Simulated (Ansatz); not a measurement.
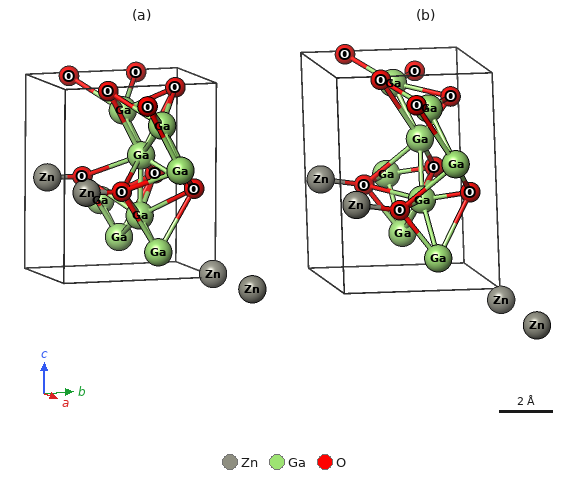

The structure of a crystal of ZnGa2O2 (a generated structure, set up in P1) (coarse preliminary run) before (left) and after (right) a relaxation, at one scale.

The picture is a ball-and-stick view of the cell of the calculation, repeated 2 × 1 × 1 with one cell outlined, seen slightly off an axis.

These are results of DFT PBE, scalar-relativistic, plane waves, PAW in Ansatz, not measurements.

The input:
```yaml
crystal:
  lattice:
    - [-4.2178332922, -0.0397507161, 0.0125374965]
    - [0.0182511188, 0.040937965, -6.1540350622]
    - [-0.0688502599, -7.4607360874, 0.0487088873]
  atoms:
    - { symbol: Zn, position: [0.5076304979, 0.0142850615, 0.5076784211] }
    - { symbol: Zn, position: [0.9757487734, -0.0076576109, 0.0139844019] }
    - { symbol: Ga, position: [-0.0212235004, 0.5106611263, 0.6422526] }
    - { symbol: Ga, position: [0.489058279, 0.4956588125, 0.1830433936] }
    - { symbol: Ga, position: [0.5215423627, 0.5067147735, 0.8384223193] }
    - { symbol: Ga, position: [1.023509042, 0.4921525936, 0.3362506293] }
    - { symbol: O, position: [0.4952431452, 0.2498657948, 0.5040655697] }
    - { symbol: O, position: [0.0075239457, 0.2830979644, -0.0172208582] }
    - { symbol: O, position: [1.0214637218, 0.7230354023, 0.9891251808] }
    - { symbol: O, position: [0.4795037326, 0.7321860818, 0.5023983424] }
basis:
  ecutwfc: 420
kpoints:
  mp_grid: { grid: [6, 4, 4] }
hamiltonian:
  xc: pbe
scf:
  occupations: { method: gaussian, width: 0.2 }
  lower_state_search: "off"
output:
  forces: true
  stress: true
  eigenvalues: true
relax:
  adjacent_minimum: "off"
  f_tol: 0.025
  max_steps: 60
  cell: { stress_tol: 0.25 }
```

Run as
```bash
ansatz run input.yaml --threads 1 --pin off --max-ram 2560MiB --backend cpu --events-out ev --progress --plain --runs-dir out
```

> Describe what moved and what it gained.

The run was cut off at its time limit before the relaxation converged, so the last structure is only a point on the way. After 7 geometry steps the energy has fallen by 544 meV per atom. Largest force component: 17 eV/Å at the start, 0.61 eV/Å at the end. Pressure: 8.74 GPa at the start and −0.30 GPa at the end. The largest move relative to the cell is that of Ga6, 0.88 Å along [1 0 1]. By element the largest moves are Ga 0.88 Å, O 0.75 Å, Zn 0.58 Å. The volume changes by +2.8 %, with a 4.218 → 3.903 Å (−7.5 %), b 6.154 → 6.329 Å (+2.8 %), c 7.461 → 8.213 Å (+10.1 %), α 90.8° → 91.7°, β 88.9° → 100.9°, γ 90.3° → 90.5°. Near-neighbour distances that change, for instance: Ga6–O9 2.971 → 4.690 Å, Ga3–O7 2.881 → 3.905 Å, Ga6–O8 2.921 → 3.867 Å, Ga3–O9 2.892 → 1.995 Å. Among the angles between lasting bonds that change: Ga3–Ga6–Ga4 124.1° → 165.8°, Ga4–Ga6–Ga4 122.8° → 94.8°, Ga5–Ga3–Ga6 131.2° → 157.5°. The space group stays P1 (No. 1).
